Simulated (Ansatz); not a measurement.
Al$_{3}$Cu: several calculations on one system

### Relaxation

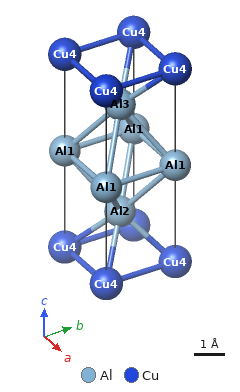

A crystal of Al3Cu (set up in P4/mmm), before the relaxation. A ball-and-stick model of the cell of the calculation, seen from a free direction.

Case: biaxial strain in the a-b plane of -2.0 %; c and atoms relaxed.

All numbers below come from DFT PBEsol, scalar-relativistic, plane waves, PAW (Ansatz).

Input
```yaml
crystal:
  lattice:
    - [2.72408935, 0.0, 0.0]
    - [0.0, 2.72408935, 0.0]
    - [0.0, 0.0, 7.6941925965]
  atoms:
    - { symbol: Al, position: [0.0, 0.0, 0.5] }
    - { symbol: Al, position: [0.5, 0.5, 0.2226403276] }
    - { symbol: Al, position: [0.5, 0.5, 0.7773596724] }
    - { symbol: Cu, position: [0.0, 0.0, 0.0] }
basis:
  ecutwfc: 420
kpoints:
  mp_grid: { grid: [18, 18, 8] }
hamiltonian:
  xc: pbesol
scf:
  occupations: { method: gaussian, width: 0.1 }
output:
  forces: true
  stress: true
  eigenvalues: true
relax:
  adjacent_minimum: "off"
  f_tol: 0.008
  max_steps: 40
  cell: { stress_tol: 0.015, fix: [a, b, gamma] }
```

Launched with:
```bash
ansatz run input.yaml --threads 1 --pin off --max-ram 2560MiB --backend cpu --events-out ev --progress --plain --runs-dir out
```

Question: Predict the outcome.

Answer: Over 3 accepted moves (4 points after the start) the energy falls by 1.5 meV per cell of the calculation. Largest force component: 0.054 eV/Å at the start, under 0.0001 eV/Å at the end. The pressure goes from 3.10 to 3.56 GPa. At 1 point the geometry stayed and the basis and grid were re-selected for the new cell (energy shift of 0.1 meV per cell of the calculation at most each time). The largest moves relative to the cell, 0.008 Å, are those of Al2 and Al3. Al2 goes along +c. Cu stays in place. The volume changes by −0.5 %, with a = b unchanged at 2.724 Å, c 7.694 → 7.655 Å (−0.5 %). Some distances before and after: Al1–Al2 2.875 → 2.861 Å. The space group stays P4/mmm (No. 123). The run took 67 s on 1 thread of Arm Neoverse V2, with other jobs on the host, peak memory 0.52 GiB.

### Relaxation

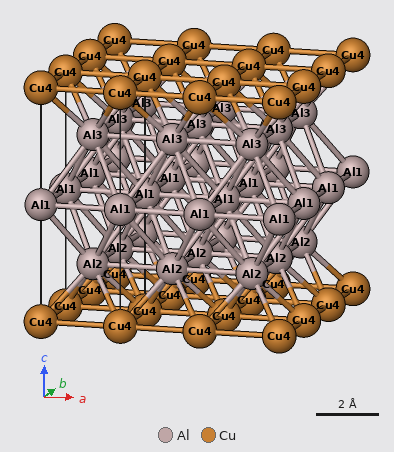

This is the input geometry for a relaxation of crystalline Al3Cu (set up in P4/mmm). The picture is a ball-and-stick view of the cell of the calculation, repeated 3 × 3 × 1 with one cell outlined, seen slightly off an axis.

Case: biaxial strain in the a-b plane of -3.0 %; c and atoms relaxed.

These are results of DFT PBEsol, scalar-relativistic, plane waves, PAW in Ansatz, not measurements.

Input file:
```yaml
crystal:
  lattice:
    - [2.6962925199, 0.0, 0.0]
    - [0.0, 2.6962925199, 0.0]
    - [0.0, 0.0, 7.7398103392]
  atoms:
    - { symbol: Al, position: [0.0, 0.0, 0.5] }
    - { symbol: Al, position: [0.5, 0.5, 0.2237174706] }
    - { symbol: Al, position: [0.5, 0.5, 0.7762825294] }
    - { symbol: Cu, position: [0.0, 0.0, 0.0] }
basis:
  ecutwfc: 420
kpoints:
  mp_grid: { grid: [18, 18, 8] }
hamiltonian:
  xc: pbesol
scf:
  occupations: { method: gaussian, width: 0.1 }
output:
  forces: true
  stress: true
  eigenvalues: true
relax:
  adjacent_minimum: "off"
  f_tol: 0.008
  max_steps: 40
  cell: { stress_tol: 0.015, fix: [a, b, gamma] }
```

Launched with:
```bash
ansatz run input.yaml --threads 1 --pin off --max-ram 2560MiB --backend cpu --events-out ev --progress --plain --runs-dir out
```

Q: Where does the relaxation end?

A: After 3 accepted moves (4 points after the start) the energy has fallen by 0.4 meV per atom. Largest force component: 0.049 eV/Å at the start, under 0.0001 eV/Å at the end. The pressure goes from 4.93 to 5.48 GPa. The SCF was repeated once at an unchanged geometry on a basis and grid sized afresh for the cell, which shifted the energy by less than 0.05 meV per atom at most. The largest moves relative to the cell, 0.008 Å, are those of Al2 and Al3. Al3 goes along −c. Cu stays in place. The drawn cell changes as follows: a = b unchanged at 2.696 Å, c 7.740 → 7.696 Å (−0.6 %); the volume changes by −0.6 %. Some distances before and after: Al1–Al2 2.865 → 2.850 Å. The space group stays P4/mmm (No. 123). Cost: 68 s on 1 thread of Arm Neoverse V2, with other jobs on the host, peak memory 0.52 GiB.

### Series

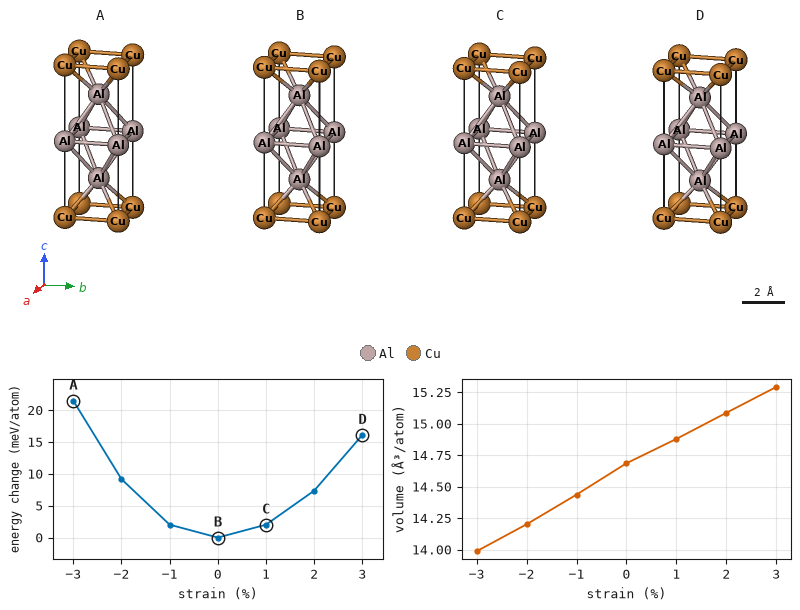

Members of a series of calculations on a crystal of Al$_{3}$Cu (set up in P4/mmm), marked on the first curve. A ball-and-stick model of the cell of the calculation, seen slightly off an axis.

Theory: DFT PBEsol, scalar-relativistic, plane waves, PAW in Ansatz. Set-up: plane-wave cutoff 420 eV; k-point mesh 18 × 18 × 8; occupations gaussian; smearing width 0.1 eV; no spin polarisation.

Which kind of strain is it, and how does the structure respond?

Answer. Biaxial strain in the a–b plane, c and atoms relaxed. A (strain −3.0 %): energy change 21.5 meV/atom, volume 13.99 Å³ per atom. B (strain 0.0 %): energy change 0.0 meV/atom, volume 14.69 Å³ per atom. C (strain 1.0 %): energy change 2.0 meV/atom, volume 14.88 Å³ per atom. D (strain 3.0 %): energy change 16.1 meV/atom, volume 15.29 Å³ per atom. The rest compares A with D. The drawn cell changes as follows: a = b 2.696 → 2.863 Å (+6.2 %), c 7.696 → 7.462 Å (−3.0 %); the volume changes by +9.3 %. Some distances before and after: Cu–Cu 2.696 → 2.863 Å, Al–Al 2.696 → 2.863 Å, Al–Al 2.850 → 2.915 Å.
